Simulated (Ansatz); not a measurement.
# Geometry relaxation of Ni (part 1 of 2)

The run: geometry relaxation of Ni (Fm-3m, 1 atom in the cell). Method and program: DFT PBEsol, scalar-relativistic, plane waves, PAW, spin-polarised (Ansatz 0.2.0).

The structure derives from an entry of the Crystallography Open Database. Figures and captions count atoms from 1; the log counts them from 0 in places.

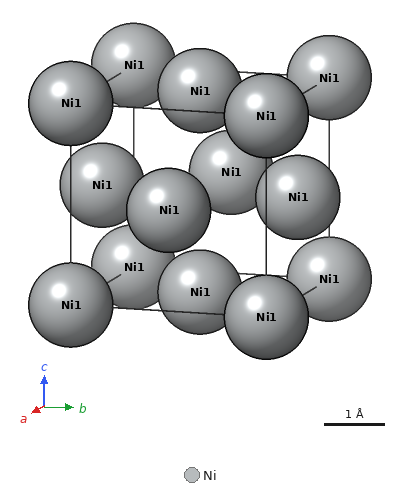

**Figure 1.** The starting structure (spheres-only view of the cell 4 times as large as that of the calculation, set on its symmetry axes, seen slightly off an axis; atoms are numbered from 1 in the order of the input). An atom can appear more than once, as a periodic image.

### Key numbers

```tsv
quantity	value
outcome	converged
space group (tolerance 0.01 Å)	Fm-3m (225)
electrons treated	18
free energy	−5804.9781 eV
Fermi energy	19.092 eV
gap on the k-point mesh	none (metallic)
net moment of the cell	0.63 μB
integrated absolute moment	0.71 μB
pressure	0.00 GPa
final volume	10.38 Å³
largest force (length of the vector) at the end	under 0.001 eV/Å
final cell	a = 2.449 Å, b = 2.449 Å, c = 2.449 Å, α = 60.00°, β = 60.00°, γ = 60.00°
hardware	2 threads of Arm Neoverse V1, 24 GiB of memory available, shared host
wall time	16 s (CPU time 31 s)
peak memory	0.35 GiB
```

### Input file
```yaml
crystal:
  lattice:
    - [0.0, 1.733156006, 1.733156006]
    - [1.733156006, 0.0, 1.733156006]
    - [1.733156006, 1.733156006, 0.0]
  atoms:
    - { symbol: Ni, position: [0.0, 0.0, 0.0], spin: 0.83 }
basis:
  ecutwfc: 420
kpoints:
  mp_grid: { grid: [20, 20, 20] }
hamiltonian:
  xc: pbesol
scf:
  occupations: { method: gaussian, width: 0.1 }
output:
  forces: true
  stress: true
  eigenvalues: true
  populations: true
magnetization:
  spin_polarized: true
relax:
  adjacent_minimum: "off"
  f_tol: 0.005
  max_steps: 80
  cell: { stress_tol: 0.05 }
```

Launched with:
```bash
ansatz run input.yaml --threads 2 --pin off --max-ram 5120MiB --backend cpu --events-out ev --progress --plain --runs-dir out
```

### Output
```
Engine: ansatz 0.2.0, aarch64-unknown-linux-gnu
Pseudopotentials: kind: paw
Pseudopotential: Ni, paw, valence charge 18, recommended cutoff 420 eV (normal), Ni.paw.azcp
Functional definition: PBEsol
  exchange = pbesol_x
  correlation = pbesol_c
Crystal: 1 atoms, lattice volume = 10.412 Å³
Basis set: ecut = 420 eV, 181 PW (Γ), exchange–correlation on 36×36×36 points (8 copies of the dense FFT grid, shifted against one another)
Bands: 14, of which v1, the nominal top of the filled ones, is band 9 counted from 1 (8 counted from 0)
Symmetry: 48 space group operations
Space group: Fm-3m (ITA 225), of the structure as read, at distance tolerance 2.2e-5 Å
Magnetic group: BNS 225.116 (UNI 1618), of the structure as read, at distance tolerance 2.2e-5 Å
k-points: 256 of 8000
Non-local potential: Ni, projectors of the file, l = 0: 3, l = 1: 2, l = 2: 3, l = 3: 1
PAW form: soft (Blöchl's): semilocal exchange-correlation on the pseudo side does not see the compensation charge
PAW frozen core: Ni, regenerated for the run's functional, and the local potential with it (the file was generated under x = pbe(κ = 0.804, μ = 0.2195149727645171), c = pbe(β = 0.06672455060314922))
PAW one-centre angular grid: Ni, 590 points (default); XC on 64 Gauss nodes
Initial density: superposition of atomic densities (chi_scale 0.1, normalization cell)
Starting moments: Σ|m| = 0.83 μB on 1 of 1 site
Initial wavefunctions: pseudopotential atomic-orbital guess
Functional: x = pbesol(κ = 0.804, μ = 0.12345679012345678), c = pbesol(β = 0.046)
SCF iter   1: F=—  HF=-5804.388887 eV  |F-HF|=—  |Δ(HF+E_count)|=         —  Δρ=9.49e-2 (↑4.50e-2 ↓9.49e-2)  dr2=1.19e0  dr2_m=6.05e-2  M=0.829 μB ∫|m|=0.880 μB  β_m=0.30  ethr=3.10e-3  ⟨swp⟩=5.3  Hψ=37927  notcnv=0
Mixer restart at iter 1: flushing history
preconditioner: auto → none  [metal: Δε(μ)=0.004 eV  Ē_g=16.314 eV  σ=0.100 eV  W_gap=0.02  n_scr=0 (ndim 8)  ℏωp=36.4 eV  f_vac=0.000  D(μ)=1.49/eV (n_scr^D=14)]
SCF iter   2: F=—  HF=-5804.046633 eV  |F-HF|=—  |Δ(HF+E_count)|=   3.42e-1  Δρ=5.38e-2 (↑5.38e-2 ↓3.70e-2)  dr2=3.96e-1  dr2_m=1.09e-2  M=0.758 μB ∫|m|=0.821 μB  β_m=0.25  ethr=3.10e-3  ⟨swp⟩=2.9  Hψ=17294  notcnv=0  defer=264
SCF iter   3: F=—  HF=-5804.238915 eV  |F-HF|=—  |Δ(HF+E_count)|=   1.92e-1  Δρ=2.08e-2 (↑2.08e-2 ↓1.11e-2)  dr2=2.63e-2  dr2_m=8.82e-3  M=0.760 μB ∫|m|=0.826 μB  β_m=0.57  ethr=2.20e-3  ⟨swp⟩=2.5  Hψ=12345  notcnv=0  defer=270
SCF iter   4: F=—  HF=-5804.863763 eV  |F-HF|=—  |Δ(HF+E_count)|=         —  Δρ=3.00e-2 (↑7.47e-3 ↓3.00e-2)  dr2=7.41e-2  dr2_m=1.63e-2  M=0.658 μB ∫|m|=0.733 μB  β_m=0.57  ethr=1.46e-4  ⟨swp⟩=2.2  Hψ=14386  notcnv=0  defer=276
Mixer restart at iter 4: flushing history
SCF iter   5: F=—  HF=-5804.981437 eV  |F-HF|=—  |Δ(HF+E_count)|=   1.18e-1  Δρ=2.26e-2 (↑2.26e-2 ↓1.37e-2)  dr2=6.62e-2  dr2_m=2.34e-3  M=0.663 μB ∫|m|=0.740 μB  β_m=0.46  ethr=1.46e-4  ⟨swp⟩=2.1  Hψ=16714  notcnv=0  defer=266
SCF iter   6: F=—  HF=-5804.952665 eV  |F-HF|=—  |Δ(HF+E_count)|=   2.88e-2  Δρ=1.75e-2 (↑5.01e-3 ↓1.75e-2)  dr2=2.87e-2  dr2_m=4.70e-3  M=0.644 μB ∫|m|=0.722 μB  β_m=0.47  ethr=1.46e-4  ⟨swp⟩=2.3  Hψ=14938  notcnv=0  defer=260
SCF iter   7: F=—  HF=-5804.973828 eV  |F-HF|=—  |Δ(HF+E_count)|=   2.12e-2  Δρ=5.95e-3 (↑1.17e-3 ↓5.95e-3)  dr2=2.58e-3  dr2_m=7.63e-4  M=0.638 μB ∫|m|=0.717 μB  β_m=0.54  ethr=1.46e-4  ⟨swp⟩=2.4  Hψ=11797  notcnv=0  defer=276
SCF iter   8: F=—  HF=-5804.977908 eV  |F-HF|=—  |Δ(HF+E_count)|=   4.08e-3  Δρ=1.14e-3 (↑2.91e-4 ↓1.14e-3)  dr2=5.70e-5  dr2_m=4.49e-5  M=0.634 μB ∫|m|=0.714 μB  β_m=0.77  ethr=1.44e-5  ⟨swp⟩=2.1  Hψ=9498  notcnv=0  defer=271
SCF iter   9: F=—  HF=-5804.978045 eV  |F-HF|=—  |Δ(HF+E_count)|=   1.37e-4  Δρ=1.86e-4 (↑1.86e-4 ↓9.13e-5)  dr2=4.28e-6  dr2_m=2.25e-7  M=0.633 μB ∫|m|=0.713 μB  β_m=0.89  ethr=3.17e-7  ⟨swp⟩=2.3  Hψ=10982  notcnv=0  defer=248
SCF iter  10: F=—  HF=-5804.978044 eV  |F-HF|=—  |Δ(HF+E_count)|=   1.11e-6  Δρ=2.25e-5 (↑2.25e-5 ↓8.06e-6)  dr2=1.36e-8  dr2_m=2.09e-8  M=0.633 μB ∫|m|=0.712 μB  β_m=0.93  ethr=2.38e-8  ⟨swp⟩=1.6  Hψ=8652  notcnv=0  defer=250
SCF iter  11: F=-5804.978044 eV  HF=-5804.978044 eV  |F-HF|=5.39e-9  |Δ(HF+E_count)|=   9.72e-9  Δρ=5.32e-6 (↑5.32e-6 ↓5.01e-6)  dr2=6.28e-9  dr2_m=2.57e-11  M=0.633 μB ∫|m|=0.712 μB  ethr=7.56e-11  ⟨swp⟩=3.9  Hψ=26077  notcnv=0
SCF 1 converged in 11 iterations: F = -5804.978044 eV  dr2 = 6.28e-9
  greatest PAW one-centre occupation: 1.001 electrons in one spin orbital (limit 2), on the Ni atom at site 0 (counted from 0), in its partial waves of l = 1
relax step   1: F+E_penalty+E_count = -5804.97804435 eV  Δ(F+E_penalty+E_count) = +0.000e0 eV  max|allowed force component| = 0.000e0 eV/Å  Δτ_max = 0.0000 Å  P = -0.629 GPa  Ω = 10.412 Å³  (11 SCF iters, dr2 threshold 1.00e-7 eV, accepted)
Crystal: 1 atoms, lattice volume = 10.398 Å³
Initial density: handed on by an earlier stage of this run
Starting moments: Σ|m| = 0.83 μB on 1 of 1 site; this step starts from the density that it was given
Initial wavefunctions: those handed on with the density
iter 1 solved again at ethr=1.03e-7 eV; its pass at ethr=3.10e-3 eV (dr2=1.86e-5 eV) is discarded
SCF iter   1: F=—  HF=-5804.978092 eV  |F-HF|=—  |Δ(HF+E_count)|=         —  Δρ=3.10e-4 (↑2.37e-4 ↓3.10e-4)  dr2=1.84e-5  dr2_m=1.35e-7  M=0.633 μB ∫|m|=0.713 μB  β_m=0.65  ethr=1.03e-7  ⟨swp⟩=2.3  Hψ=42132  notcnv=0
preconditioner: auto → none  [metal: Δε(μ)=0.008 eV  Ē_g=17.288 eV  σ=0.100 eV  W_gap=0.04  n_scr=0 (ndim 8)  ℏωp=36.4 eV  f_vac=0.000  D(μ)=1.66/eV (n_scr^D=26)]
SCF iter   2: F=—  HF=-5804.978103 eV  |F-HF|=—  |Δ(HF+E_count)|=   1.01e-5  Δρ=5.06e-4 (↑4.39e-4 ↓5.06e-4)  dr2=4.79e-5  dr2_m=1.41e-7  M=0.633 μB ∫|m|=0.712 μB  β_m=0.27  ethr=1.02e-7  ⟨swp⟩=2.1  Hψ=11329  notcnv=0  recentre
SCF iter   3: F=—  HF=-5804.978087 eV  |F-HF|=—  |Δ(HF+E_count)|=   1.54e-5  Δρ=1.82e-5 (↑1.82e-5 ↓1.70e-5)  dr2=5.24e-8  dr2_m=5.64e-9  M=0.633 μB ∫|m|=0.712 μB  β_m=0.44  ethr=1.02e-7  ⟨swp⟩=2.2  Hψ=10306  notcnv=0
SCF iter   4: F=—  HF=-5804.978089 eV  |F-HF|=—  |Δ(HF+E_count)|=   1.54e-6  Δρ=3.19e-5 (↑8.76e-6 ↓3.19e-5)  dr2=8.30e-8  dr2_m=1.89e-8  M=0.633 μB ∫|m|=0.712 μB  β_m=0.72  ethr=2.91e-10  ⟨swp⟩=2.0  Hψ=11907  notcnv=0
SCF iter   5: F=—  HF=-5804.978089 eV  |F-HF|=—  |Δ(HF+E_count)|=   7.92e-7  Δρ=4.72e-5 (↑1.82e-5 ↓4.72e-5)  dr2=2.50e-7  dr2_m=2.36e-8  M=0.633 μB ∫|m|=0.712 μB  β_m=0.22  ethr=2.91e-10  ⟨swp⟩=1.9  Hψ=9112  notcnv=0  recentre
SCF iter   6: F=—  HF=-5804.978089 eV  |F-HF|=—  |Δ(HF+E_count)|=   6.28e-9  Δρ=1.14e-5 (↑1.14e-5 ↓4.31e-6)  dr2=9.23e-9  dr2_m=3.51e-9  M=0.633 μB ∫|m|=0.712 μB  β_m=0.58  ethr=2.91e-10  ⟨swp⟩=2.1  Hψ=10080  notcnv=0
SCF iter   7: F=-5804.978090 eV  HF=-5804.978090 eV  |F-HF|=7.64e-11  |Δ(HF+E_count)|=   6.26e-7  Δρ=3.12e-6 (↑1.88e-6 ↓3.12e-6)  dr2=1.81e-10  dr2_m=5.55e-10  M=0.633 μB ∫|m|=0.712 μB  ethr=5.13e-11  ⟨swp⟩=2.0  Hψ=25603  notcnv=0
SCF 2 converged in 7 iterations: F = -5804.978090 eV  dr2 = 1.81e-10
relax step   2: F+E_penalty+E_count = -5804.97809001 eV  Δ(F+E_penalty+E_count) = -4.566e-5 eV  max|allowed force component| = 0.000e0 eV/Å  Δτ_max = 0.0000 Å  P = -0.326 GPa  Ω = 10.398 Å³  energy of the carried Pulay correction = +4.768e-6 eV  (7 SCF iters, dr2 threshold 1.00e-7 eV, accepted)
Crystal: 1 atoms, lattice volume = 10.384 Å³
iter 1 solved again at ethr=1.19e-7 eV; its pass at ethr=3.10e-3 eV (dr2=2.15e-5 eV) is discarded
SCF iter   1: F=—  HF=-5804.978112 eV  |F-HF|=—  |Δ(HF+E_count)|=         —  Δρ=3.34e-4 (↑2.54e-4 ↓3.34e-4)  dr2=2.12e-5  dr2_m=1.61e-7  M=0.633 μB ∫|m|=0.712 μB  β_m=0.65  ethr=1.19e-7  ⟨swp⟩=2.2  Hψ=42140  notcnv=0
preconditioner: auto → none  [metal: Δε(μ)=0.007 eV  Ē_g=17.305 eV  σ=0.100 eV  W_gap=0.04  n_scr=0 (ndim 8)  ℏωp=36.4 eV  f_vac=0.000  D(μ)=1.66/eV (n_scr^D=26)]
SCF iter   2: F=—  HF=-5804.978124 eV  |F-HF|=—  |Δ(HF+E_count)|=   1.19e-5  Δρ=5.46e-4 (↑4.72e-4 ↓5.46e-4)  dr2=5.57e-5  dr2_m=1.69e-7  M=0.633 μB ∫|m|=0.712 μB  β_m=0.27  ethr=1.18e-7  ⟨swp⟩=2.1  Hψ=11282  notcnv=0  recentre
SCF iter   3: F=—  HF=-5804.978106 eV  |F-HF|=—  |Δ(HF+E_count)|=   1.79e-5  Δρ=1.95e-5 (↑1.95e-5 ↓1.81e-5)  dr2=5.74e-8  dr2_m=6.74e-9  M=0.633 μB ∫|m|=0.712 μB  β_m=0.44  ethr=1.18e-7  ⟨swp⟩=2.2  Hψ=10225  notcnv=0
SCF iter   4: F=—  HF=-5804.978108 eV  |F-HF|=—  |Δ(HF+E_count)|=   1.91e-6  Δρ=3.53e-5 (↑9.65e-6 ↓3.53e-5)  dr2=1.01e-7  dr2_m=2.34e-8  M=0.633 μB ∫|m|=0.712 μB  β_m=0.72  ethr=3.19e-10  ⟨swp⟩=2.0  Hψ=11909  notcnv=0
SCF iter   5: F=—  HF=-5804.978109 eV  |F-HF|=—  |Δ(HF+E_count)|=   1.00e-6  Δρ=5.24e-5 (↑2.01e-5 ↓5.24e-5)  dr2=3.06e-7  dr2_m=2.93e-8  M=0.633 μB ∫|m|=0.712 μB  β_m=0.23  ethr=3.19e-10  ⟨swp⟩=2.3  Hψ=9583  notcnv=0  recentre
SCF iter   6: F=—  HF=-5804.978109 eV  |F-HF|=—  |Δ(HF+E_count)|=   8.90e-9  Δρ=1.25e-5 (↑1.25e-5 ↓4.79e-6)  dr2=1.15e-8  dr2_m=4.10e-9  M=0.633 μB ∫|m|=0.712 μB  β_m=0.58  ethr=3.19e-10  ⟨swp⟩=2.1  Hψ=10223  notcnv=0
SCF iter   7: F=-5804.978110 eV  HF=-5804.978110 eV  |F-HF|=6.08e-10  |Δ(HF+E_count)|=   7.53e-7  Δρ=4.58e-6 (↑1.56e-6 ↓4.58e-6)  dr2=8.41e-10  dr2_m=8.02e-10  M=0.632 μB ∫|m|=0.712 μB  ethr=6.41e-11  ⟨swp⟩=2.0  Hψ=25627  notcnv=0
SCF 3 converged in 7 iterations: F = -5804.978110 eV  dr2 = 8.41e-10
```
